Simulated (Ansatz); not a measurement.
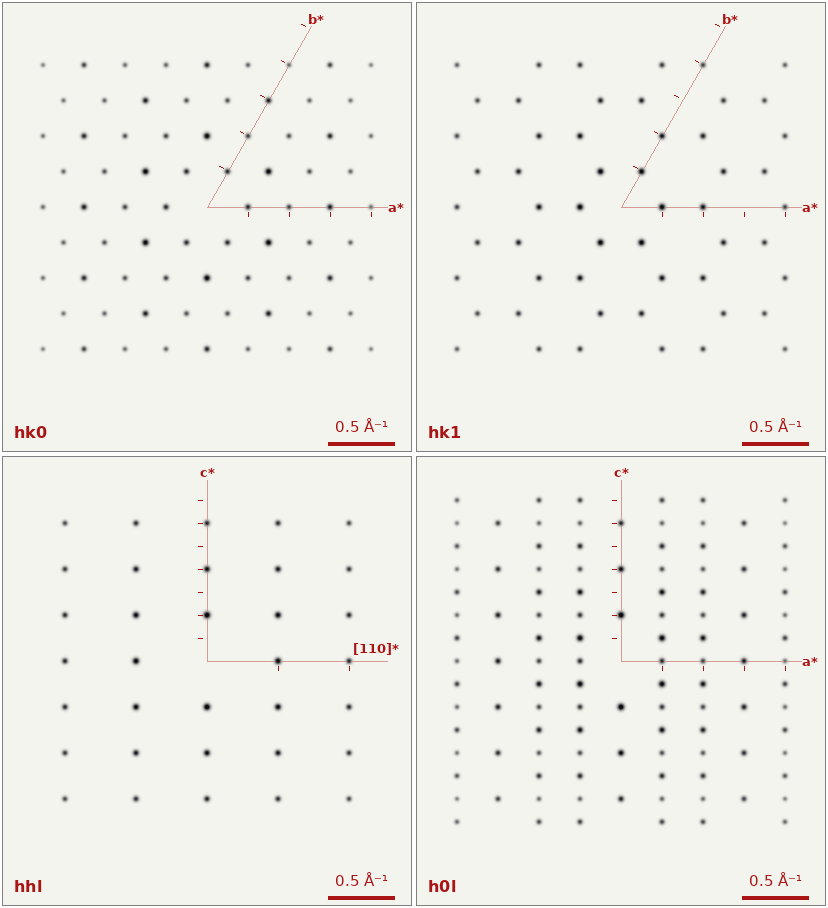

Four undistorted layers of reciprocal space, calculated for a single crystal (X-rays, kinematic |F|², B = 0.5 Å²). Tick marks count the reciprocal lattice steps of the conventional cell along each axis.

> What cell do the layers give?

a* = 0.315, b* = 0.315, c* = 0.176 Å⁻¹, γ* = 60°; the cell is hexagonal with a = 3.67 Å, c = 5.67 Å (hexagonal axes).

> List the systematic absences.

Reflections are present only under these conditions. hkl: no condition; hk0: no condition; h0l: no condition; hhl: l = 2n; 00l: l = 2n. The lattice is primitive (P). Further gaps, such as 3 0 1, 0 3 1, 3 0 3, come from atoms on special positions, not from the group's general conditions.

> Which space groups fit?

The intensities have Laue symmetry 6/mmm (the hk0 layer shows 6mm, hk1 shows 6mm). With these conditions the candidates are P6_3mc (No. 186), P-62c (No. 190), P6_3/mmc (No. 194). Diffraction geometry alone does not choose among them; the structure has P6_3/mmc. The compound is Y. Structure: the end point of a relaxation at fixed volume with DFT r2SCAN, scalar-relativistic, plane waves, PAW in Ansatz 0.2.0.
